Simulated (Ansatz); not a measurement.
# Calculations on Cu

### Relaxation

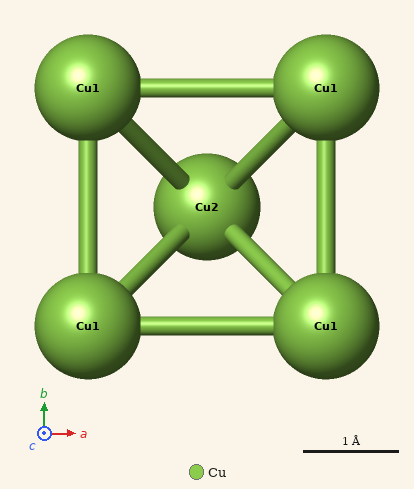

Starting structure of a crystal of Cu (set up in I4/mmm). Style: ball-and-stick. Shown: the cell of the calculation, along the c axis.

Case: uniaxial strain along c of +4.0 %; a, b and atoms relaxed.

Level of theory: Ansatz, DFT r2SCAN, scalar-relativistic, plane waves, PAW.

Input file:
```yaml
crystal:
  lattice:
    - [1.7704478044, 1.7704478044, 0.0]
    - [-1.7704478044, 1.7704478044, 0.0]
    - [0.0, 0.0, 3.7197287203]
  atoms:
    - { symbol: Cu, position: [0.0, 0.0, 0.0] }
    - { symbol: Cu, position: [0.5, 0.5, 0.5] }
basis:
  ecutwfc: 500
kpoints:
  mp_grid: { grid: [20, 20, 14] }
hamiltonian:
  xc: r2scan
scf:
  occupations: { method: gaussian, width: 0.1 }
output:
  forces: true
  stress: true
  eigenvalues: true
relax:
  adjacent_minimum: "off"
  f_tol: 0.008
  max_steps: 40
  cell: { stress_tol: 0.015, fix: [c, angles] }
```

Launched with:
```bash
ansatz run input.yaml --threads 1 --pin off --max-ram 2560MiB --backend cpu --events-out ev --progress --plain --runs-dir out
```

**What does the optimiser find from here?**

No atom moves by more than 0.005 Å relative to the cell. The volume changes by −1.0 %, with a = b 2.504 → 2.491 Å (−0.5 %), c unchanged at 3.720 Å. Near-neighbour distances that change, for instance: Cu1–Cu1 2.504 → 2.491 Å, Cu1–Cu2 2.568 → 2.562 Å. The space group stays I4/mmm (No. 139). Over 3 accepted moves (4 points after the start) the energy falls by 0.6 meV per atom. All forces vanish by symmetry, so only the cell relaxes. Pressure: −2.87 GPa at the start and −1.35 GPa at the end. The SCF was repeated once at an unchanged geometry on a basis and grid sized afresh for the cell, which shifted the energy by 0.1 meV per atom at most.

### Relaxation

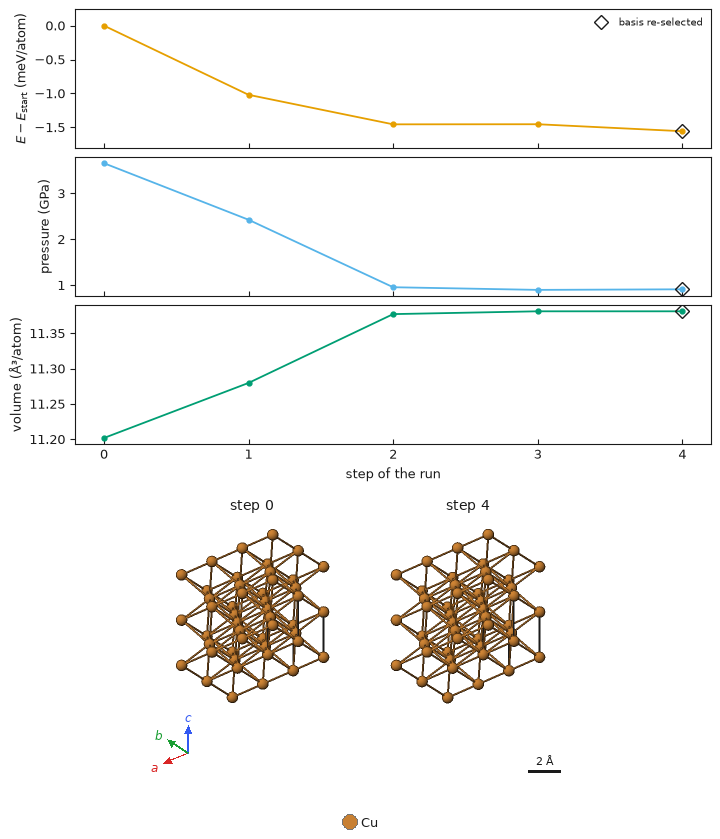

First and last geometry of a relaxation of a crystal of Cu (set up in I4/mmm), with the history of the run. The picture is a ball-and-stick view of the cell of the calculation, repeated 3 × 2 × 2 with one cell outlined, seen from a free direction.

Case: uniaxial strain along c of -4.0 %; a, b and atoms relaxed.

Method: Ansatz 0.2.0, DFT r2SCAN, scalar-relativistic, plane waves, PAW.

Input file:
```yaml
crystal:
  lattice:
    - [1.8062144267, 1.8062144267, 0.0]
    - [-1.8062144267, 1.8062144267, 0.0]
    - [0.0, 0.0, 3.4335957418]
  atoms:
    - { symbol: Cu, position: [0.0, 0.0, 0.0] }
    - { symbol: Cu, position: [0.5, 0.5, 0.5] }
basis:
  ecutwfc: 500
kpoints:
  mp_grid: { grid: [20, 20, 14] }
hamiltonian:
  xc: r2scan
scf:
  occupations: { method: gaussian, width: 0.1 }
output:
  forces: true
  stress: true
  eigenvalues: true
relax:
  adjacent_minimum: "off"
  f_tol: 0.008
  max_steps: 40
  cell: { stress_tol: 0.015, fix: [c, angles] }
```

Run as
```bash
ansatz run input.yaml --threads 1 --pin off --max-ram 2560MiB --backend cpu --events-out ev --progress --plain --runs-dir out
```

Q: What do the curves and the structures tell?

A: It converged. No atom moves by more than 0.005 Å relative to the cell. The drawn cell changes as follows: a = b 2.554 → 2.575 Å (+0.8 %), c unchanged at 3.434 Å; the volume changes by +1.6 %. Some distances before and after: Cu1–Cu1 2.554 → 2.575 Å, Cu1–Cu2 2.492 → 2.502 Å. The space group stays I4/mmm (No. 139). Over 3 accepted moves (4 points after the start) the energy falls by 1.6 meV per atom. All forces vanish by symmetry, so only the cell relaxes. Pressure: 3.66 GPa at the start and 0.91 GPa at the end. At 1 point the geometry stayed and the basis and grid were re-selected for the new cell (energy shift of 0.1 meV per atom at most each time).

### A change

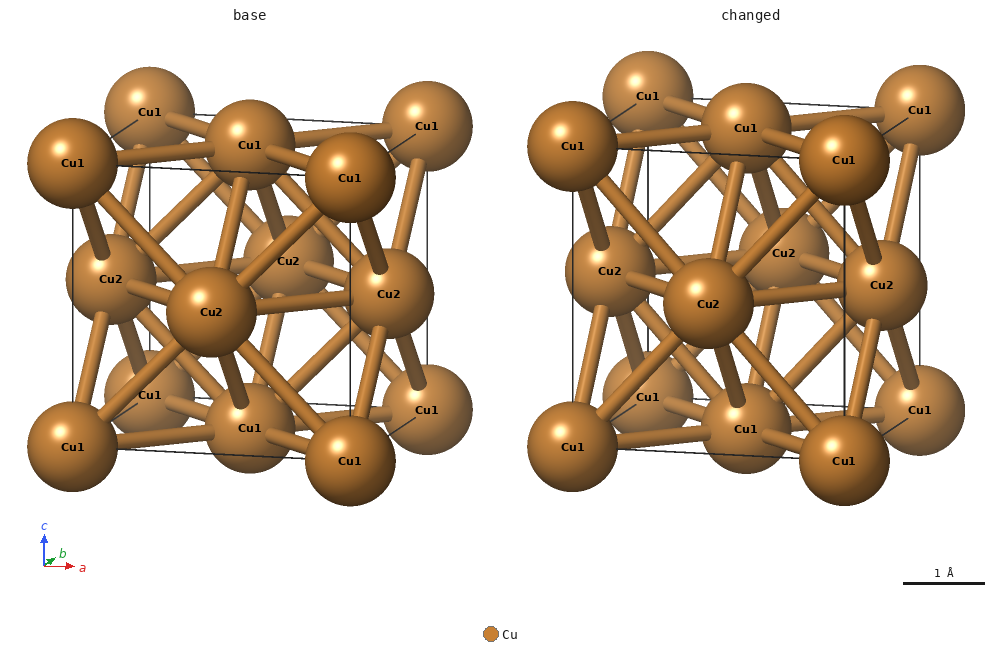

Left: a crystal of Cu (set up in Fm-3m). Right: the same structure after one change, at the same scale. A ball-and-stick model of the conventional cell (2 times the calculation's cell), seen slightly off an axis. Lengths and directions refer to the drawn axes.

The calculation used DFT r2SCAN, scalar-relativistic, plane waves, PAW in Ansatz. (plane-wave cutoff 500 eV; k-point mesh 20 × 20 × 14; occupations gaussian; smearing width 0.1 eV; no spin polarisation)

Which change leads from the left to the right?

Answer. Uniaxial strain along c, +6.0 %, is applied. The a and b axes and the atoms are relaxed.

And its effect?

Answer. Energy change: +13.1 meV per atom. Pressure: 0.0 GPa before, −2.1 GPa after. The principal stresses (compression positive) are −6.2 GPa along c and none across it. Cell: a = b 3.577 → 3.500 Å (−2.1 %), c 3.577 → 3.791 Å (+6.0 %). Volume +1.5 %. The atoms keep their places relative to the cell (all moves are under 0.005 Å). Near-neighbour distances before and after: Cu–Cu 2.529 → 2.475 to 2.580 Å. The space group (tolerance 0.01 Å) goes from Fm-3m (No. 225) to I4/mmm (No. 139).

### Series

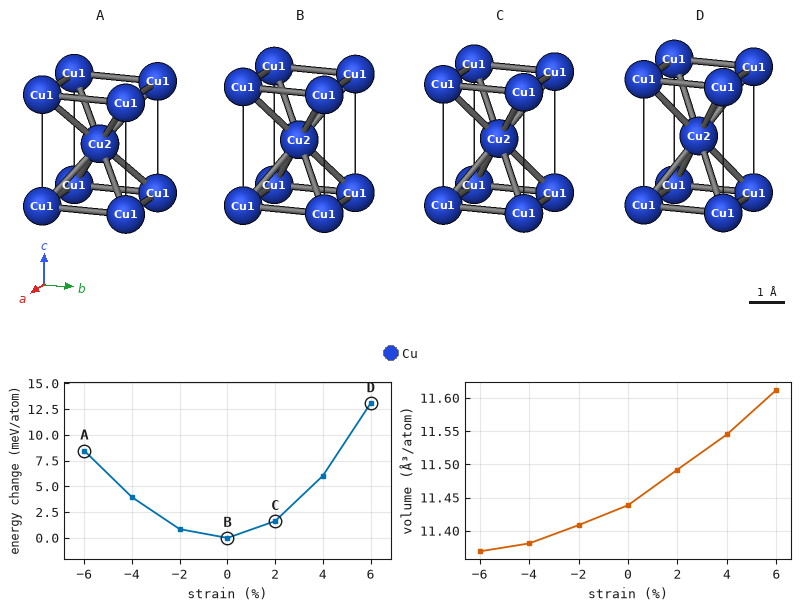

Members of a series of calculations on a crystal of Cu (set up in Fm-3m), marked on the first curve. Style: ball-and-stick. Shown: the cell of the calculation, slightly off an axis.

Computed with DFT r2SCAN, scalar-relativistic, plane waves, PAW (Ansatz 0.2.0). Set-up: plane-wave cutoff 500 eV; k-point mesh 20 × 20 × 14; occupations gaussian; smearing width 0.1 eV; no spin polarisation.

### Describe the series.

Uniaxial strain along c; a, b and atoms relaxed. A (strain −6.0 %): energy change 8.5 meV/atom, volume 11.37 Å³ per atom. B (strain 0.0 %): energy change 0.0 meV/atom, volume 11.44 Å³ per atom. C (strain 2.0 %): energy change 1.6 meV/atom, volume 11.49 Å³ per atom. D (strain 6.0 %): energy change 13.1 meV/atom, volume 11.61 Å³ per atom. The rest compares A with D. Cell: a = b 2.601 → 2.475 Å (−4.8 %), c 3.362 → 3.791 Å (+12.8 %). Volume +2.1 %. Near-neighbour distances before and after: Cu–Cu 2.601 → 2.475 Å, Cu–Cu 2.491 → 2.580 Å.
